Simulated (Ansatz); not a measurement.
## Geometry relaxation, with input and output: ZrS$_{2}$ (part 2 of 2)

The same run, continued: ZrS$_{2}$ (P-3m1, 3 atoms in the cell); DFT PBE+D3(BJ), scalar-relativistic, plane waves, PAW, no spin polarisation (Ansatz 0.2.0); cutoff 420 eV, 12×12×6 k-mesh, Gaussian smearing of 0.02 eV. The structure derives from a Materials Project entry.

Geometry of the input (Å; fractional positions):
```
3.6914  0.0000  0.0000
-1.8457  3.1968  0.0000
0.0000  0.0000  6.0411
Zr 0.0000  0.0000  0.0000
S  0.6667  0.3333  0.7621
S  0.3333  0.6667  0.2379
```

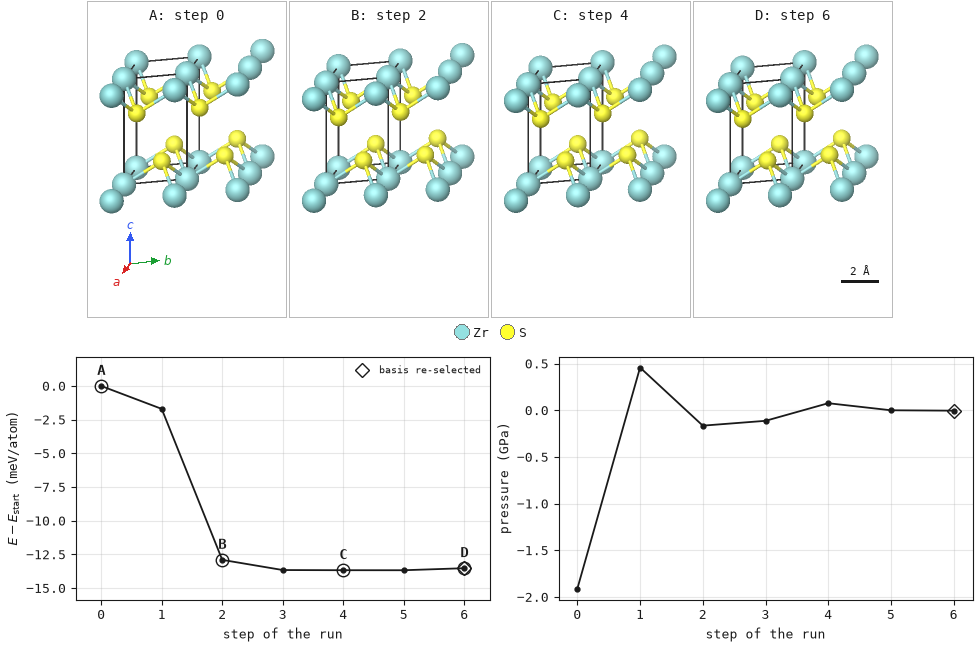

Figure 1. Frames of the relaxation (ball-and-stick view of the cell of the calculation, repeated 2 × 2 × 1, seen slightly off an axis) above the curves, on which the letters mark them (the first geometry is step 0 here and step 1 in the log).

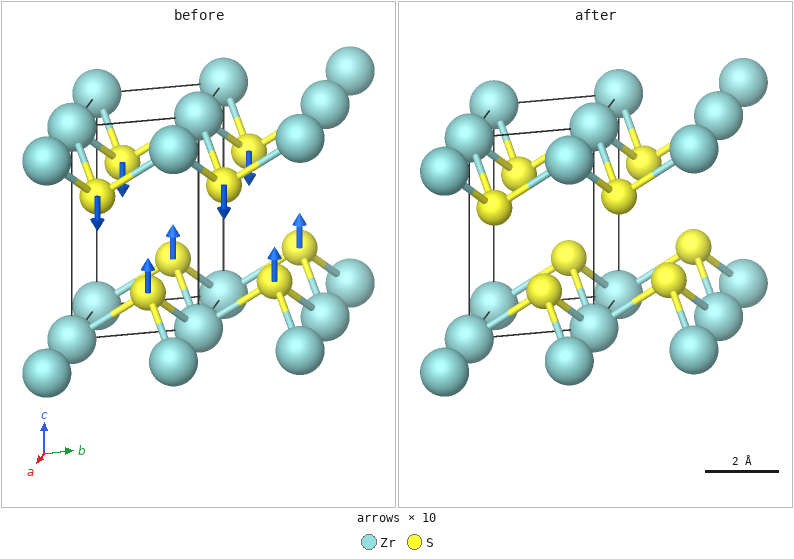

Figure 2. Before (left) and after (right) the relaxation, at one scale (ball-and-stick view of the cell of the calculation, repeated 2 × 2 × 1, seen slightly off an axis). The blue arrows give the displacements (without the part carried along by the change of the cell), magnified 10 times. The largest moves relative to the cell, 0.099 Å, are those of S2 and S3. Zr stays in place. The drawn cell changes as follows: a = b 3.691 → 3.635 Å (−1.5 %), c 6.041 → 5.721 Å (−5.3 %); the volume changes by −8.2 %. Among the contacts that change: Zr1–S2 2.571 → 2.557 Å. The space group stays P-3m1 (No. 164). Over 5 geometry steps the energy falls by 13.7 meV per atom. Largest force component: 0.058 eV/Å at the start, 0.00023 eV/Å at the end. Pressure: −1.91 GPa at the start and 0.00 GPa at the end. A last SCF at the same geometry on a re-selected plane-wave basis shifts the energy by +0.2 meV per atom. (Atoms are counted from 1 in the order of the input.)

```
basis re-selected at this cell: Δ(F+E_penalty+E_count) = +4.521e-4 eV, ΔP = -0.004 GPa vs the last step (what re-selecting the basis moved, of the pressure what is left beyond the Pulay correction that the steps carried, after the strain that the cell walked since its last selection, with what the two solves' SCF thresholds leave and, on support functions, any second-order correction that the steps lacked; it is no measure of the basis error at this ecutwfc). The dense FFT grid was sized anew with the basis: this SCF ran on 25×25×40 points, the steps before it on 25×25×45, so part of this shift can come from that change (see relax.cell in the input reference). This SCF's stress stands 6.25e-3 GPa from its target on what of the cell is left free (relax.cell.stress_tol is 5.00e-2 GPa) and its largest allowed force component is 2.35e-4 eV/Å (relax.f_tol is 5.00e-3 eV/Å): within both
SCF converged after 5 iterations
Free energy (F): -5993.669224 eV
Harris-Foulkes:  -5993.669224 eV  (|F-HF|=1.55e-11)
Internal energy: -5993.669224 eV  (E = F + TS)
E sigma→0 (E₀):  -5993.669224 eV
Fermi energy:    8.125246 eV
--- Per-component energies (eV) ---
  E_band       = -152.339820
  E_kinetic    = 547.686510
  E_local      = -1223.994566  (includes V_loc(G=0)·N_el)
  E_nonlocal   = 134.712013
  E_hartree    = 423.022382
  E_xc         = -357.272135
  E_vxc        = -367.528248  (∫ρ·V_xc dr)
  E_paw        = -4153.884276  (= ΣΔE_a)
  E_vpaw       = -89.260376  (= ΣTr[D̂ρ^β])
  E_aug_tail   = 0.000027  (compensation charges beyond the density's cutoff)
  E_ewald      = -1362.848912
  E_disp       = -1.090267  (pairwise vdW)
  E_smearing   = -0.000000  (= −TS)
  E_closure    = -0.000000  (closes the sum)
  Σ components = -5993.669224   (vs F -5993.669224, Δ=0.00e0)
--- Forces (eV/Å), atoms counted from 1 ---
  atom   1  Zr     0.00000000     0.00000000     0.00000000
  atom   2  S     -0.00000000     0.00000000    -0.00023495
  atom   3  S      0.00000000    -0.00000000     0.00023495
  max |Σ_I F_I| component: 1.05e-30 eV/Å
--- Stress (GPa, compression-positive) ---
       -0.002145      -0.000000      -0.000000
        0.000000      -0.002145       0.000000
       -0.000000       0.000000      -0.006254
  P = ⅓ Tr σ = -0.0035 GPa (-0.035 kbar)
--- Band table (eV; the first three rows and the last of 100) ---
  k-point 0: bands = ["-41.3106", "-19.3881", "-19.2250", "-19.2250", "-5.2271", "-3.5983", "2.9905", "4.8206", "4.8206", "7.5540", "7.5540", "7.7957", "9.2074", "9.2074", "9.9105", "12.4263"]
  k-point 1: bands = ["-41.3106", "-19.3884", "-19.2250", "-19.2250", "-5.1580", "-3.7154", "3.2258", "4.8352", "4.8352", "7.2862", "7.5013", "7.5013", "9.1947", "9.1947", "10.0863", "12.5510"]
  k-point 2: bands = ["-41.3106", "-19.3889", "-19.2250", "-19.2250", "-4.9793", "-3.9851", "3.8356", "4.8654", "4.8654", "6.3020", "7.3991", "7.3991", "9.1687", "9.1687", "10.2665", "12.8162"]
  k-point 99: bands = ["-41.2863", "-19.4227", "-19.4227", "-19.3157", "-3.8389", "-3.8389", "3.9906", "3.9906", "4.5712", "5.4463", "5.8040", "5.8040", "10.0232", "10.4592", "10.4592", "13.3690"]
--- Relaxed structure (6 steps of the walk, 6 accepted, 1 SCFs on fresh bases) ---
  F+E_penalty+E_count = -5993.66922412 eV   max|allowed force component| = 2.350e-4 eV/Å   (the final SCF, on the basis selected at the relaxed cell)
  cell:  # Å, volume = 65.4527 Å³
    - [3.6346710760972654, 0.0, -1.1430465318559076e-34]
    - [-1.8173355380486327, 3.1477174863007544, -6.377245346324151e-33]
    - [-1.8706357392688899e-34, -1.2159132305247786e-32, 5.72093415216301]
  atoms:
    - { symbol: Zr, position: [-6.863612681756473e-34, -2.075104553907703e-34, -7.657457869869937e-19] }
    - { symbol: S, position: [0.6666666666666665, 0.3333333333333333, 0.7446994448282521] }
    - { symbol: S, position: [0.3333333333333333, 0.6666666666666666, 0.25530055517174777] }
```

**Trajectory as extended XYZ (Å, eV, eV/Å), 7 frames, from step=1 to step=7**
```
3
Lattice="3.6914 0.0000 0.0000 -1.8457 3.1968 0.0000 0.0000 0.0000 6.0411" Properties=species:S:1:pos:R:3:forces:R:3 step=1 energy=-5993.62867 pressure_GPa=-1.91
Zr    0.0000    0.0000    0.0000    0.0000   0.0000   0.0000
S     1.8457    1.0656    4.6038    0.0000   0.0000  -0.0581
S     0.0000    2.1312    1.4372    0.0000   0.0000   0.0581
3
Lattice="3.5632 0.0000 0.0000 -1.7816 3.0859 0.0000 0.0000 0.0000 5.8089" Properties=species:S:1:pos:R:3:forces:R:3 step=2 energy=-5993.63377 pressure_GPa=0.46
Zr    0.0000    0.0000    0.0000    0.0000   0.0000   0.0000
S     1.7816    1.0286    4.2866    0.0000   0.0000   0.3386
S     0.0000    2.0572    1.5223    0.0000   0.0000  -0.3386
3
Lattice="3.6294 0.0000 0.0000 -1.8147 3.1432 0.0000 0.0000 0.0000 5.8133" Properties=species:S:1:pos:R:3:forces:R:3 step=3 energy=-5993.66737 pressure_GPa=-0.16
Zr    0.0000    0.0000    0.0000    0.0000   0.0000   0.0000
S     1.8147    1.0477    4.3466    0.0000   0.0000   0.0071
S     0.0000    2.0955    1.4667    0.0000   0.0000  -0.0071
3
Lattice="3.6348 0.0000 0.0000 -1.8174 3.1479 0.0000 0.0000 0.0000 5.7249" Properties=species:S:1:pos:R:3:forces:R:3 step=4 energy=-5993.66963 pressure_GPa=-0.11
Zr    0.0000    0.0000    0.0000    0.0000   0.0000   0.0000
S     1.8174    1.0493    4.2627    0.0000   0.0000   0.0201
S     0.0000    2.0986    1.4623    0.0000   0.0000  -0.0201
3
Lattice="3.6339 0.0000 0.0000 -1.8170 3.1471 0.0000 0.0000 0.0000 5.7195" Properties=species:S:1:pos:R:3:forces:R:3 step=5 energy=-5993.66967 pressure_GPa=0.08
Zr    0.0000    0.0000    0.0000    0.0000   0.0000   0.0000
S     1.8170    1.0490    4.2595    0.0000   0.0000  -0.0099
S     0.0000    2.0980    1.4600    0.0000   0.0000   0.0099
3
Lattice="3.6347 0.0000 0.0000 -1.8173 3.1477 0.0000 0.0000 0.0000 5.7209" Properties=species:S:1:pos:R:3:forces:R:3 step=6 energy=-5993.66968 pressure_GPa=0.00
Zr    0.0000    0.0000    0.0000    0.0000   0.0000   0.0000
S     1.8173    1.0492    4.2604    0.0000   0.0000   0.0000
S     0.0000    2.0985    1.4606    0.0000   0.0000   0.0000
3
Lattice="3.6347 0.0000 0.0000 -1.8173 3.1477 0.0000 0.0000 0.0000 5.7209" Properties=species:S:1:pos:R:3:forces:R:3 step=7 energy=-5993.66922 pressure_GPa=-0.00
Zr    0.0000    0.0000    0.0000    0.0000   0.0000   0.0000
S     1.8173    1.0492    4.2604    0.0000   0.0000  -0.0002
S     0.0000    2.0985    1.4606    0.0000   0.0000   0.0002
```

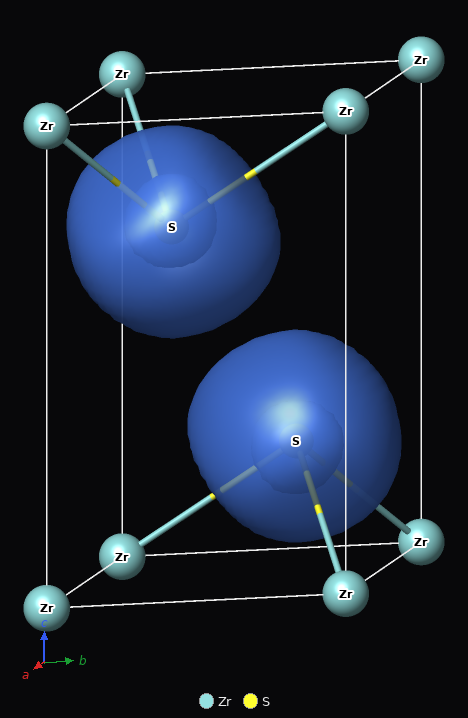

Figure 3. Isosurface of the ELF at 0.7 (blue), seen slightly off an axis. Only the valence region is drawn (cores and ρ < 0.01 e/Å³ removed). Sticks mark near contacts. The outline is the cell set on symmetry axes. Profiles from the grid: Zr–S (2.56 Å): the ELF is about 0.40 at the midpoint. Core electrons are frozen (PAW), so the fields are smoothed inside the atomic spheres.

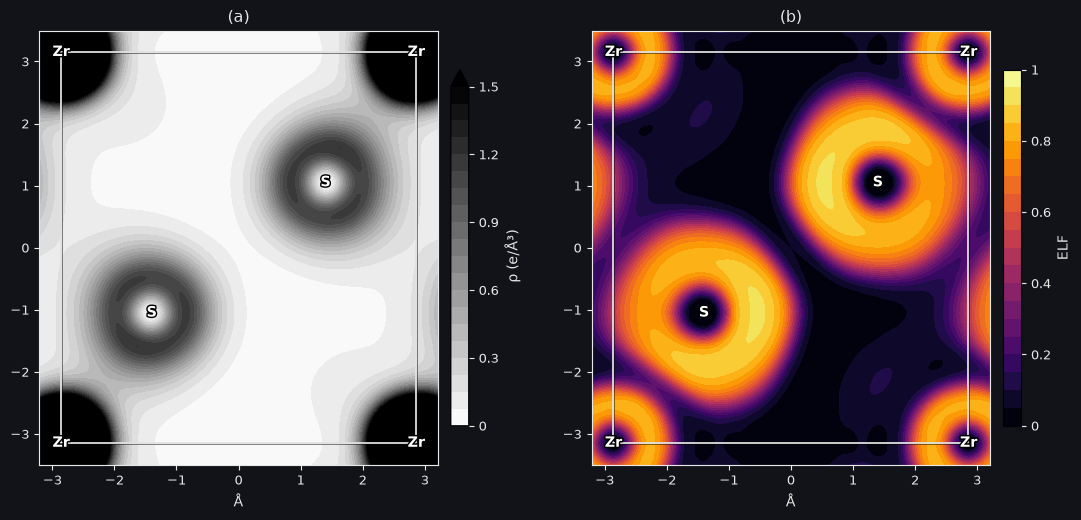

Figure 4. (a) valence electron density; (b) ELF on the (110) plane of the conventional cell. The section cuts through Zr and S sites. Zr–S (2.56 Å): ρ is about 0.44 e/Å³ halfway; the ELF is about 0.40 at the midpoint. Away from the nuclei the density in this plane falls to 0.01 e/Å³ at its lowest. The strong features right at Zr lie inside the PAW spheres (semicore, d or f shells) and say nothing about bonding.
